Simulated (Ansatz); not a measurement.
# MgH2 (P4_2/mnm): the host for defect calculations, part 2 of 4

Aim: the runs on the perfect crystal MgH2 (P4_2/mnm) that a defect calculation needs first.

Ansatz 0.2.0; plane-wave PAW DFT, PBE; relaxation of the host's cell and atoms (the session's first sound run).

So far: The structure; Host cell relaxation.

## (3) Defect free supercell relaxed in its symmetry

This step: plane-wave PAW DFT, PBE; relaxation of the defect-free supercell in its symmetry (Ansatz 0.2.0).

System of this step: MgH2 (P4_2/mnm). The cell holds 72 atoms: 24 Mg and 48 H. Cell: a = 9.032 Å, b = 9.032 Å, c = 9.039 Å, α = 90.0°, β = 90.0°, γ = 90.0°.

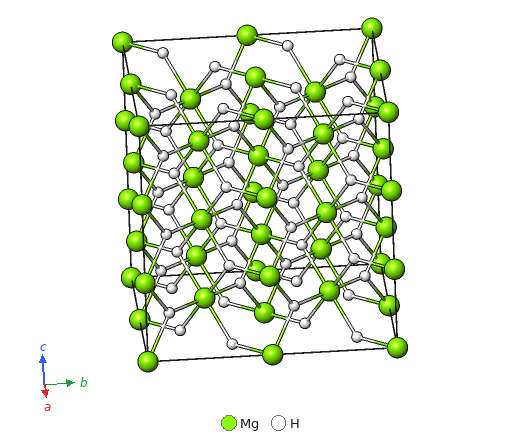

The cell of this step (magnesium green, hydrogen white). Some periodic images of atoms are drawn too.

Input file pristine.symmetric/input.yaml:

```yaml
crystal:
  lattice:
    - [9.0324926351, 0.0, 0.0]
    - [0.0, 9.0324926351, 0.0]
    - [0.0, 0.0, 9.0391416754]
  atoms:
    - { symbol: Mg, position: [0.25, 0.25, 0.1666666667] }
    - { symbol: Mg, position: [0.0, 0.0, 0.0] }
    - { symbol: H, position: [0.3478282766, 0.3478282766, 0.0] }
    - { symbol: H, position: [0.4021717234, 0.0978282766, 0.1666666667] }
    - { symbol: H, position: [0.1521717234, 0.1521717234, 0.0] }
    - { symbol: H, position: [0.0978282766, 0.4021717234, 0.1666666667] }
    - { symbol: Mg, position: [0.25, 0.25, 0.5] }
    - { symbol: Mg, position: [0.0, 0.0, 0.3333333333] }
    - { symbol: H, position: [0.3478282766, 0.3478282766, 0.3333333333] }
    - { symbol: H, position: [0.4021717234, 0.0978282766, 0.5] }
    - { symbol: H, position: [0.1521717234, 0.1521717234, 0.3333333333] }
    - { symbol: H, position: [0.0978282766, 0.4021717234, 0.5] }
    - { symbol: Mg, position: [0.25, 0.25, 0.8333333333] }
    - { symbol: Mg, position: [0.0, 0.0, 0.6666666667] }
    - { symbol: H, position: [0.3478282766, 0.3478282766, 0.6666666667] }
    - { symbol: H, position: [0.4021717234, 0.0978282766, 0.8333333333] }
    - { symbol: H, position: [0.1521717234, 0.1521717234, 0.6666666667] }
    - { symbol: H, position: [0.0978282766, 0.4021717234, 0.8333333333] }
    - { symbol: Mg, position: [0.25, 0.75, 0.1666666667] }
    - { symbol: Mg, position: [0.0, 0.5, 0.0] }
    - { symbol: H, position: [0.3478282766, 0.8478282766, 0.0] }
    - { symbol: H, position: [0.4021717234, 0.5978282766, 0.1666666667] }
    - { symbol: H, position: [0.1521717234, 0.6521717234, 0.0] }
    - { symbol: H, position: [0.0978282766, 0.9021717234, 0.1666666667] }
    - { symbol: Mg, position: [0.25, 0.75, 0.5] }
    - { symbol: Mg, position: [0.0, 0.5, 0.3333333333] }
    - { symbol: H, position: [0.3478282766, 0.8478282766, 0.3333333333] }
    - { symbol: H, position: [0.4021717234, 0.5978282766, 0.5] }
    - { symbol: H, position: [0.1521717234, 0.6521717234, 0.3333333333] }
    - { symbol: H, position: [0.0978282766, 0.9021717234, 0.5] }
    - { symbol: Mg, position: [0.25, 0.75, 0.8333333333] }
    - { symbol: Mg, position: [0.0, 0.5, 0.6666666667] }
    - { symbol: H, position: [0.3478282766, 0.8478282766, 0.6666666667] }
    - { symbol: H, position: [0.4021717234, 0.5978282766, 0.8333333333] }
    - { symbol: H, position: [0.1521717234, 0.6521717234, 0.6666666667] }
    - { symbol: H, position: [0.0978282766, 0.9021717234, 0.8333333333] }
    - { symbol: Mg, position: [0.75, 0.25, 0.1666666667] }
    - { symbol: Mg, position: [0.5, 0.0, 0.0] }
    - { symbol: H, position: [0.8478282766, 0.3478282766, 0.0] }
    - { symbol: H, position: [0.9021717234, 0.0978282766, 0.1666666667] }
    - { symbol: H, position: [0.6521717234, 0.1521717234, 0.0] }
    - { symbol: H, position: [0.5978282766, 0.4021717234, 0.1666666667] }
    - { symbol: Mg, position: [0.75, 0.25, 0.5] }
    - { symbol: Mg, position: [0.5, 0.0, 0.3333333333] }
    - { symbol: H, position: [0.8478282766, 0.3478282766, 0.3333333333] }
    - { symbol: H, position: [0.9021717234, 0.0978282766, 0.5] }
    - { symbol: H, position: [0.6521717234, 0.1521717234, 0.3333333333] }
    - { symbol: H, position: [0.5978282766, 0.4021717234, 0.5] }
    - { symbol: Mg, position: [0.75, 0.25, 0.8333333333] }
    - { symbol: Mg, position: [0.5, 0.0, 0.6666666667] }
    - { symbol: H, position: [0.8478282766, 0.3478282766, 0.6666666667] }
    - { symbol: H, position: [0.9021717234, 0.0978282766, 0.8333333333] }
    - { symbol: H, position: [0.6521717234, 0.1521717234, 0.6666666667] }
    - { symbol: H, position: [0.5978282766, 0.4021717234, 0.8333333333] }
    - { symbol: Mg, position: [0.75, 0.75, 0.1666666667] }
    - { symbol: Mg, position: [0.5, 0.5, 0.0] }
    - { symbol: H, position: [0.8478282766, 0.8478282766, 0.0] }
    - { symbol: H, position: [0.9021717234, 0.5978282766, 0.1666666667] }
    - { symbol: H, position: [0.6521717234, 0.6521717234, 0.0] }
    - { symbol: H, position: [0.5978282766, 0.9021717234, 0.1666666667] }
    - { symbol: Mg, position: [0.75, 0.75, 0.5] }
    - { symbol: Mg, position: [0.5, 0.5, 0.3333333333] }
    - { symbol: H, position: [0.8478282766, 0.8478282766, 0.3333333333] }
    - { symbol: H, position: [0.9021717234, 0.5978282766, 0.5] }
    - { symbol: H, position: [0.6521717234, 0.6521717234, 0.3333333333] }
    - { symbol: H, position: [0.5978282766, 0.9021717234, 0.5] }
    - { symbol: Mg, position: [0.75, 0.75, 0.8333333333] }
    - { symbol: Mg, position: [0.5, 0.5, 0.6666666667] }
    - { symbol: H, position: [0.8478282766, 0.8478282766, 0.6666666667] }
    - { symbol: H, position: [0.9021717234, 0.5978282766, 0.8333333333] }
    - { symbol: H, position: [0.6521717234, 0.6521717234, 0.6666666667] }
    - { symbol: H, position: [0.5978282766, 0.9021717234, 0.8333333333] }
basis:
  ecutwfc: 420
  xc_grid: 2
hamiltonian:
  xc: pbe
kpoints:
  mp_grid: { grid: [1, 1, 1] }
scf:
  occupations: { method: fermi_dirac, width: 0.01 }
  max_iter: 100
  lower_state_search: "off"
output:
  forces: true
relax:
  f_tol: 0.015
  max_steps: 60
  escape_saddle: false
checkpoint:
  write: "../pristine.symmetric.run"
  compress: false
  write_wavefunctions: false
  write_every: 100000
```

Run with:

```sh
$ ansatz run input.yaml --threads 8 --pin off --max-ram 17899MiB --backend cpu --events-out ev --progress --plain --runs-dir out
```

Numbers of over 12 decimals in the logs are rounded to 6 here.

The program printed:

```text
[...]
Crystal: 72 atoms, lattice volume = 737.467 Å³
Basis set: ecut = 420 eV, 14371 PW (Γ), exchange–correlation on 128×128×128 points (8 copies of the dense FFT grid, shifted against one another)
Bands: 216, of which v1, the nominal top of the filled ones, is band 144 counted from 1 (143 counted from 0)
Symmetry: 192 space group operations
[...]
k-points: 1
[...]
SCF iter   1: F=—  HF=-46945.125751 eV  |F-HF|=—  |Δ(HF+E_count)|=         —  Δρ=1.15e-3  dr2=8.92e-3  ethr=1.77e-3  ⟨swp⟩=6.0  Hψ=978  notcnv=0  defer=17
[...]
SCF iter   6: F=-46945.126659 eV  HF=-46945.126659 eV  |F-HF|=5.56e-9  |Δ(HF+E_count)|=   2.60e-7  Δρ=1.03e-6  dr2=3.73e-9  ethr=9.43e-11  ⟨swp⟩=1.0  Hψ=420  notcnv=0
SCF 1 converged in 6 iterations: F = -46945.126659 eV  dr2 = 3.73e-9
[...]
relax step   1: F+E_penalty+E_count = -46945.12665857 eV  Δ(F+E_penalty+E_count) = +0.000e0 eV  max|allowed force component| = 9.089e-3 eV/Å  Δτ_max = 0.0000 Å  (6 SCF iters, dr2 threshold 5.63e-6 eV, accepted)
[...]
SCF iter   3: F=-46945.126659 eV  HF=-46945.126659 eV  |F-HF|=3.57e-10  |Δ(HF+E_count)|=   2.57e-9  Δρ=2.28e-7  dr2=2.29e-10  ethr=1.00e-12  ⟨swp⟩=1.0  Hψ=420  notcnv=0
SCF 2 converged in 3 iterations: F = -46945.126659 eV  dr2 = 2.29e-10
relax step   2: F+E_penalty+E_count = -46945.12665857 eV  Δ(F+E_penalty+E_count) = -7.349e-10 eV  max|allowed force component| = 9.086e-3 eV/Å  Δτ_max = 0.0000 Å  (3 SCF iters, accepted)
SCF converged after 3 iterations
Free energy (F): -46945.126659 eV
[...]
Internal energy: -46945.126659 eV  (E = F + TS)
E sigma→0 (E₀):  -46945.126659 eV
Fermi energy:    4.004431 eV
[...]
--- Forces (eV/Å), atoms counted from 1 ---
  atom   1  Mg    -0.00000000     0.00000000     0.00000000
  atom   2  Mg    -0.00000000     0.00000000     0.00000000
  atom   3  H     -0.00908637    -0.00908637    -0.00000000
  atom   4  H      0.00908637    -0.00908637    -0.00000000
  atom   5  H      0.00908637     0.00908637    -0.00000000
  atom   6  H     -0.00908637     0.00908637     0.00000000
  atom   7  Mg    -0.00000000     0.00000000     0.00000000
  atom   8  Mg    -0.00000000     0.00000000     0.00000000
  atom   9  H     -0.00908637    -0.00908637     0.00000000
  atom  10  H      0.00908637    -0.00908637    -0.00000000
  atom  11  H      0.00908637     0.00908637     0.00000000
  atom  12  H     -0.00908637     0.00908637    -0.00000000
  atom  13  Mg    -0.00000000     0.00000000     0.00000000
  atom  14  Mg    -0.00000000     0.00000000     0.00000000
  atom  15  H     -0.00908637    -0.00908637     0.00000000
  atom  16  H      0.00908637    -0.00908637    -0.00000000
  atom  17  H      0.00908637     0.00908637    -0.00000000
  atom  18  H     -0.00908637     0.00908637    -0.00000000
  atom  19  Mg    -0.00000000     0.00000000    -0.00000000
  atom  20  Mg    -0.00000000    -0.00000000     0.00000000
  atom  21  H     -0.00908637    -0.00908637     0.00000000
  atom  22  H      0.00908637    -0.00908637    -0.00000000
  atom  23  H      0.00908637     0.00908637    -0.00000000
  atom  24  H     -0.00908637     0.00908637     0.00000000
  atom  25  Mg    -0.00000000     0.00000000     0.00000000
  atom  26  Mg    -0.00000000     0.00000000     0.00000000
  atom  27  H     -0.00908637    -0.00908637    -0.00000000
  atom  28  H      0.00908637    -0.00908637    -0.00000000
  atom  29  H      0.00908637     0.00908637     0.00000000
  atom  30  H     -0.00908637     0.00908637    -0.00000000
  atom  31  Mg    -0.00000000     0.00000000     0.00000000
  atom  32  Mg    -0.00000000    -0.00000000     0.00000000
  atom  33  H     -0.00908637    -0.00908637     0.00000000
  atom  34  H      0.00908637    -0.00908637    -0.00000000
  atom  35  H      0.00908637     0.00908637    -0.00000000
  atom  36  H     -0.00908637     0.00908637     0.00000000
  atom  37  Mg    -0.00000000     0.00000000    -0.00000000
  atom  38  Mg    -0.00000000     0.00000000     0.00000000
  atom  39  H     -0.00908637    -0.00908637     0.00000000
  atom  40  H      0.00908637    -0.00908637    -0.00000000
[...]
atom  61  Mg    -0.00000000     0.00000000     0.00000000
  atom  62  Mg    -0.00000000     0.00000000     0.00000000
  atom  63  H     -0.00908637    -0.00908637     0.00000000
  atom  64  H      0.00908637    -0.00908637    -0.00000000
  atom  65  H      0.00908637     0.00908637    -0.00000000
  atom  66  H     -0.00908637     0.00908637     0.00000000
  atom  67  Mg    -0.00000000     0.00000000     0.00000000
  atom  68  Mg    -0.00000000     0.00000000     0.00000000
  atom  69  H     -0.00908637    -0.00908637    -0.00000000
  atom  70  H      0.00908637    -0.00908637    -0.00000000
  atom  71  H      0.00908637     0.00908637    -0.00000000
  atom  72  H     -0.00908637     0.00908637    -0.00000000
  max |Σ_I F_I| component: 1.63e-16 eV/Å
--- Relaxed structure (2 steps of the walk, 2 accepted, 0 SCFs on fresh bases) ---
  F+E_penalty+E_count = -46945.12665857 eV   max|allowed force component| = 9.086e-3 eV/Å
  atoms:
    - { symbol: Mg, position: [0.250000, 0.250000, 0.166667] }
    - { symbol: Mg, position: [0.0, 0.0, 0.0] }
    - { symbol: H, position: [0.3478282766, 0.3478282766, 0.0] }
    - { symbol: H, position: [0.402172, 0.097828, 0.166667] }
    - { symbol: H, position: [0.1521717234, 0.1521717234, 0.0] }
    - { symbol: H, position: [0.097828, 0.402172, 0.166667] }
    - { symbol: Mg, position: [0.250000, 0.250000, 0.5] }
    - { symbol: Mg, position: [0.0, 0.0, 0.333333] }
    - { symbol: H, position: [0.3478282766, 0.3478282766, 0.333333] }
    - { symbol: H, position: [0.402172, 0.097828, 0.5] }
    - { symbol: H, position: [0.1521717234, 0.1521717234, 0.333333] }
    - { symbol: H, position: [0.097828, 0.402172, 0.5] }
    - { symbol: Mg, position: [0.250000, 0.250000, 0.833333] }
    - { symbol: Mg, position: [0.0, 0.0, 0.666667] }
    - { symbol: H, position: [0.3478282766, 0.3478282766, 0.666667] }
    - { symbol: H, position: [0.402172, 0.097828, 0.833333] }
    - { symbol: H, position: [0.1521717234, 0.1521717234, 0.666667] }
    - { symbol: H, position: [0.097828, 0.402172, 0.833333] }
    - { symbol: Mg, position: [0.250000, 0.75, 0.166667] }
    - { symbol: Mg, position: [0.0, 0.500000, 0.0] }
    - { symbol: H, position: [0.3478282766, 0.847828, 0.0] }
    - { symbol: H, position: [0.402172, 0.5978282766, 0.166667] }
    - { symbol: H, position: [0.1521717234, 0.6521717234, 0.0] }
    - { symbol: H, position: [0.097828, 0.9021717234, 0.166667] }
    - { symbol: Mg, position: [0.250000, 0.75, 0.5] }
    - { symbol: Mg, position: [0.0, 0.500000, 0.333333] }
    - { symbol: H, position: [0.3478282766, 0.847828, 0.333333] }
    - { symbol: H, position: [0.402172, 0.5978282766, 0.5] }
    - { symbol: H, position: [0.1521717234, 0.6521717234, 0.333333] }
    - { symbol: H, position: [0.097828, 0.9021717234, 0.5] }
    - { symbol: Mg, position: [0.250000, 0.75, 0.833333] }
    - { symbol: Mg, position: [0.0, 0.500000, 0.666667] }
    - { symbol: H, position: [0.3478282766, 0.847828, 0.666667] }
    - { symbol: H, position: [0.402172, 0.5978282766, 0.833333] }
    - { symbol: H, position: [0.1521717234, 0.6521717234, 0.666667] }
    - { symbol: H, position: [0.097828, 0.9021717234, 0.833333] }
    - { symbol: Mg, position: [0.75, 0.250000, 0.166667] }
    - { symbol: Mg, position: [0.500000, 0.0, 0.0] }
    - { symbol: H, position: [0.847828, 0.3478282766, 0.0] }
    - { symbol: H, position: [0.9021717234, 0.097828, 0.166667] }
    - { symbol: H, position: [0.6521717234, 0.1521717234, 0.0] }
    - { symbol: H, position: [0.5978282766, 0.402172, 0.166667] }
    - { symbol: Mg, position: [0.75, 0.250000, 0.5] }
    - { symbol: Mg, position: [0.500000, 0.0, 0.333333] }
    - { symbol: H, position: [0.847828, 0.3478282766, 0.333333] }
    - { symbol: H, position: [0.9021717234, 0.097828, 0.5] }
    - { symbol: H, position: [0.6521717234, 0.1521717234, 0.333333] }
    - { symbol: H, position: [0.5978282766, 0.402172, 0.5] }
    - { symbol: Mg, position: [0.75, 0.250000, 0.833333] }
    - { symbol: Mg, position: [0.500000, 0.0, 0.666667] }
    - { symbol: H, position: [0.847828, 0.3478282766, 0.666667] }
    - { symbol: H, position: [0.9021717234, 0.097828, 0.833333] }
    - { symbol: H, position: [0.6521717234, 0.1521717234, 0.666667] }
    - { symbol: H, position: [0.5978282766, 0.402172, 0.833333] }
    - { symbol: Mg, position: [0.75, 0.75, 0.166667] }
    - { symbol: Mg, position: [0.500000, 0.500000, 0.0] }
    - { symbol: H, position: [0.847828, 0.847828, 0.0] }
    - { symbol: H, position: [0.9021717234, 0.5978282766, 0.166667] }
    - { symbol: H, position: [0.6521717234, 0.6521717234, 0.0] }
    - { symbol: H, position: [0.5978282766, 0.9021717234, 0.166667] }
    - { symbol: Mg, position: [0.75, 0.75, 0.5] }
    - { symbol: Mg, position: [0.500000, 0.500000, 0.333333] }
    - { symbol: H, position: [0.847828, 0.847828, 0.333333] }
    - { symbol: H, position: [0.9021717234, 0.5978282766, 0.5] }
    - { symbol: H, position: [0.6521717234, 0.6521717234, 0.333333] }
    - { symbol: H, position: [0.5978282766, 0.9021717234, 0.5] }
    - { symbol: Mg, position: [0.75, 0.75, 0.833333] }
    - { symbol: Mg, position: [0.500000, 0.500000, 0.666667] }
    - { symbol: H, position: [0.847828, 0.847828, 0.666667] }
    - { symbol: H, position: [0.9021717234, 0.5978282766, 0.833333] }
    - { symbol: H, position: [0.6521717234, 0.6521717234, 0.666667] }
    - { symbol: H, position: [0.5978282766, 0.9021717234, 0.833333] }
```

Elapsed: 1.6 s, on 8 threads of Intel Xeon 6975P-C (Granite Rapids), shared host; peak memory 0.85 GiB.

Hardly anything moved in the relaxation; the energy changed by under 0.2 meV an atom.

(Continued in part 3 of 4.)

[Logs are printed without paths, hosts, clocks, repeated set-up lines and the standing remarks that a program may print on its own settings, such as how far it seeks lower states.]

[Hosts, paths, dates, database ids (printed as entryN), source tags and the programs' standing remarks are cut or masked in the printed files.]

[Runs of the host that timed out are not shown.]

[For some hosts the program warned that the k-mesh of the response run may be too coarse for force constants and the static dielectric constant; such warnings are not always shown.]
